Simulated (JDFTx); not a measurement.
**Single-point calculation, with input and output: Ir**

- system: Ir (P-1, 1 atom in the cell)
- method: Kohn-Sham DFT of a periodic cell, PBE, PseudoDojo-SR-PBE-0.5-standard, no spin polarisation (JDFTx 1.7.0 (patched build))

The structure derives from an entry of the Crystallography Open Database.

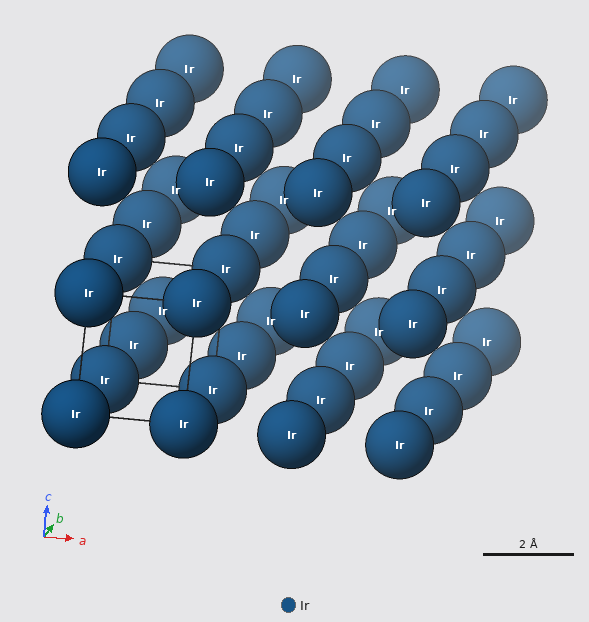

The structure as given in the input (spheres-only view of the cell of the calculation, set on other vectors, repeated 3 × 3 × 2, seen slightly off an axis). An atom can appear more than once, as a periodic image.

### Input file
```
lattice \
    0.1218292638     3.6694950198     4.1060439211 \
    3.4720991421     0.1463309236     3.8841464025 \
    3.3184514069     3.2939497659    -0.2902179966
coords-type Cartesian
ion Ir     0.0000000000     0.0000000000     0.0000000000 1

ion-species pseudo/Ir.upf
elec-cutoff 34
elec-ex-corr gga-PBE
kpoint-folding 12 13 11
elec-smearing Fermi 0.0018374661
elec-n-bands 14
electronic-SCF nIterations 100 energyDiffThreshold 1e-09
electronic-minimize nIterations 30 energyDiffThreshold 1e-7
converge-empty-states yes
forces-output-coords Cartesian

dump-name run.$VAR
dump End Ecomponents EigStats BandEigs Kpoints Forces Stress
```

Machine: 1 thread of Intel Xeon (Granite Rapids), 128 GiB of memory available, shared host.

Run as:
```bash
jdftx -c 1 -i Ir.in -o Ir.out
```

### Log
```
*************** JDFTx 1.7.0 (patched build) ***************

Input parsed successfully to the following command list (including defaults):
[... the input with its defaults ...]

---------- Setting up symmetries ----------

Non-trivial transmission matrix:
[   1  -1   0  ]
[   0   1  -1  ]
[   0   0   1  ]
with reduced lattice vectors:
[      0.121829      3.547666      0.436549  ]
[      3.472099     -3.325768      3.737815  ]
[      3.318451     -0.024502     -3.584168  ]

Found 2 point-group symmetries of the bravais lattice
Found 2 space-group symmetries with basis
Applied RMS atom displacement 0 bohrs to make symmetries exact.

---------- Initializing the Grid ----------
R =
[     0.121829       3.6695      4.10604  ]
[       3.4721     0.146331      3.88415  ]
[      3.31845      3.29395    -0.290218  ]
unit cell volume = 94.3978
G =
[  -0.854417   0.971125   0.908688  ]
[   0.924996   -0.90929   0.917432  ]
[   0.728928   0.783802  -0.846854  ]
Minimum fftbox size, Smin = [  28  28  32  ]
Chosen fftbox size, S = [  28  28  32  ]

---------- Exchange Correlation functional ----------
Initalized PBE GGA exchange.
Initalized PBE GGA correlation.

---------- Setting up pseudopotentials ----------
Width of ionic core gaussian charges (only for fluid interactions / plotting) set to 0

Reading pseudopotential file 'pseudo/Ir.upf':
  'Ir' pseudopotential, 'PBE' functional
  Generated using ONCVPSP code by D. R. Hamann
  17 valence electrons, 4 orbitals, 8 projectors, 1001 radial grid points, with lMax = 3
    5S    l: 0   occupation:  2.0   eigenvalue: -3.600919
    5P    l: 1   occupation:  6.0   eigenvalue: -2.010143
    5D    l: 2   occupation:  7.0   eigenvalue: -0.262668
    6S    l: 0   occupation:  2.0   eigenvalue: -0.232672
  Core radius for overlap checks: 2.19 bohrs.

Initialized 1 species with 1 total atoms.

Folded 1 k-points by 12x13x11 to 1716 k-points.

---------- Setting up k-points, bands, fillings ----------
Reduced to 859 k-points under symmetry.
Computing the number of bands and number of electrons
Calculating initial fillings.
nElectrons:  17.000000   nBands: 14   nStates: 859

----- Setting up reduced wavefunction bases (one per k-point) -----
average nbasis = 893.885 , ideal nbasis = 893.870

---------- Setting up ewald sum ----------
Optimum gaussian width for ewald sums = 1.842569 bohr.
Real space sum over 1859 unit cells with max indices [  6  6  5  ]
Reciprocal space sum over 1859 terms with max indices [  5  6  6  ]

---------- Allocating electronic variables ----------
Initializing wave functions:  linear combination of atomic orbitals
Note: number of bands (14) exceeds available atomic orbitals (10)
Ir pseudo-atom occupations:   s ( 2 0 )  p ( 6 )  d ( 9 )
	FillingsUpdate:  mu: +0.896419922  nElectrons: 17.000000
LCAOMinimize: Iter:   0  F: -106.3629654478204571  |grad|_K:  1.289e-03  alpha:  1.000e+00
	FillingsUpdate:  mu: +0.972158817  nElectrons: 17.000000
LCAOMinimize: Iter:   1  F: -106.4529710356726326  |grad|_K:  2.264e-05  alpha:  6.090e-01  linmin: -4.376e-02  cgtest:  3.139e-01
LCAOMinimize: Encountered beta<0, resetting CG.
	FillingsUpdate:  mu: +0.972804968  nElectrons: 17.000000
LCAOMinimize: Iter:   2  F: -106.4530001487163133  |grad|_K:  2.939e-06  alpha:  6.749e-01  linmin:  2.263e-03  cgtest: -6.907e-03
	FillingsUpdate:  mu: +0.972763333  nElectrons: 17.000000
LCAOMinimize: Iter:   3  F: -106.4530008070905467  |grad|_K:  2.525e-07  alpha:  9.072e-01  linmin:  2.957e-04  cgtest:  6.626e-03
	FillingsUpdate:  mu: +0.972764883  nElectrons: 17.000000
LCAOMinimize: Iter:   4  F: -106.4530008109101544  |grad|_K:  2.914e-08  alpha:  7.118e-01  linmin: -1.031e-03  cgtest:  6.804e-03
LCAOMinimize: Converged (|Delta F|<1.000000e-06 for 2 iters).

-------- Electronic minimization -----------
Will mix electronic density at each iteration.
	FillingsUpdate:  mu: +0.972764883  nElectrons: 17.000000
	FillingsUpdate:  mu: +0.969334915  nElectrons: 17.000000
SCF: Cycle:  0   F: -106.478852958397226   dF: -2.585e-02   |Residual|: 4.277e-02   |deigs|: 1.534e+00
	FillingsUpdate:  mu: +0.962029591  nElectrons: 17.000000
SCF: Cycle:  1   F: -106.480150006510371   dF: -1.297e-03   |Residual|: 1.292e-02   |deigs|: 8.819e-03
	FillingsUpdate:  mu: +0.960358175  nElectrons: 17.000000
SCF: Cycle:  2   F: -106.480209749644175   dF: -5.974e-05   |Residual|: 4.559e-03   |deigs|: 1.864e-03
	FillingsUpdate:  mu: +0.960657238  nElectrons: 17.000000
SCF: Cycle:  3   F: -106.480212607719508   dF: -2.858e-06   |Residual|: 6.312e-04   |deigs|: 4.230e-04
	FillingsUpdate:  mu: +0.960531078  nElectrons: 17.000000
SCF: Cycle:  4   F: -106.480213131861561   dF: -5.241e-07   |Residual|: 2.465e-04   |deigs|: 1.828e-04
	FillingsUpdate:  mu: +0.960580472  nElectrons: 17.000000
SCF: Cycle:  5   F: -106.480213311697867   dF: -1.798e-07   |Residual|: 6.305e-05   |deigs|: 1.060e-04
	FillingsUpdate:  mu: +0.960573594  nElectrons: 17.000000
SCF: Cycle:  6   F: -106.480213381495147   dF: -6.980e-08   |Residual|: 6.833e-06   |deigs|: 6.132e-05
	FillingsUpdate:  mu: +0.960573935  nElectrons: 17.000000
SCF: Cycle:  7   F: -106.480213408884694   dF: -2.739e-08   |Residual|: 3.616e-06   |deigs|: 6.861e-05
	FillingsUpdate:  mu: +0.960573931  nElectrons: 17.000000
SCF: Cycle:  8   F: -106.480213421774934   dF: -1.289e-08   |Residual|: 1.652e-06   |deigs|: 1.215e-04
	FillingsUpdate:  mu: +0.960574075  nElectrons: 17.000000
SCF: Cycle:  9   F: -106.480213427335926   dF: -5.561e-09   |Residual|: 7.566e-07   |deigs|: 8.928e-05
	FillingsUpdate:  mu: +0.960574145  nElectrons: 17.000000
SCF: Cycle: 10   F: -106.480213430083879   dF: -2.748e-09   |Residual|: 2.564e-07   |deigs|: 5.168e-05
	FillingsUpdate:  mu: +0.960574147  nElectrons: 17.000000
SCF: Cycle: 11   F: -106.480213431331151   dF: -1.247e-09   |Residual|: 1.177e-07   |deigs|: 2.831e-05
	FillingsUpdate:  mu: +0.960574171  nElectrons: 17.000000
SCF: Cycle: 12   F: -106.480213432022410   dF: -6.913e-10   |Residual|: 1.181e-07   |deigs|: 2.935e-05
	FillingsUpdate:  mu: +0.960574180  nElectrons: 17.000000
SCF: Cycle: 13   F: -106.480213432308375   dF: -2.860e-10   |Residual|: 1.037e-07   |deigs|: 1.738e-05
SCF: Converged (|Delta E|<1.000000e-09 for 2 iters).

Setting wave functions to eigenvectors of Hamiltonian
Converging empty states (this may take a while): |deigs|: 7.047e-05

# Stress tensor in Cartesian coordinates [Eh/a0^3]:
[ -0.000575055  0.000879888 -0.000707403  ]
[  0.000879888  -0.00119654 -0.000806003  ]
[ -0.000707403 -0.000806003  -0.00106181  ]

# Ionic positions in cartesian coordinates:
ion Ir   0.000000000000000   0.000000000000000   0.000000000000000 1

# Forces in Cartesian coordinates:
force Ir   0.000000000000000   0.000000000000000   0.000000000000000 1

# Energy components:
   Eewald =      -91.3070865186351313
       EH =       14.7758070806854906
     Eloc =      -54.8830506428073122
      Enl =        5.9094492658839828
      Exc =      -21.8972932765808075
 Exc_core =        8.6628913719489962
       KE =       32.2594411559948995
-------------------------------------
     Etot =     -106.4798415635098650
       TS =        0.0003718687985134
-------------------------------------
        F =     -106.4802134323083749

IonicMinimize: Iter:   0  F: -106.480213432308375  |grad|_K:  0.000e+00
IonicMinimize: Converged (|grad|_K<1.000000e-04).

#--- Lowdin population analysis ---
# oxidation-state Ir +0.183

Dumping 'run.eigStats' ...
	eMin: -2.452800 at state 0 ( [ +0.000000 +0.000000 +0.000000 ] spin 0 )
	HOMO: +0.960482 at state 725 ( [ +0.416667 -0.461538 +0.363636 ] spin 0 )
	mu  : +0.960574
	LUMO: +0.960870 at state 710 ( [ +0.416667 +0.461538 +0.000000 ] spin 0 )
	eMax: +1.864911 at state 549 ( [ +0.333333 +0.307692 +0.363636 ] spin 0 )
	HOMO-LUMO gap: +0.000388
	Optical gap  : +0.005546 at state 3 ( [ +0.000000 +0.000000 +0.272727 ] spin 0 )
Done!
```

### Key numbers

| quantity | value |
| --- | --- |
| outcome | converged |
| space group (tolerance 0.01 Å) | P-1 (2) |
| electrons treated | 17 |
| free energy | −2897.4742 eV |
| Fermi energy | 26.139 eV |
| gap on the k-point mesh | none (metallic) |
| pressure | 27.79 GPa |
| largest force (length of the vector) | under 0.001 eV/Å |
| wall time | 4.2 min |
| peak memory | 0.58 GiB |

### Remarks

Spin–orbit coupling is left out, which matters for Ir.
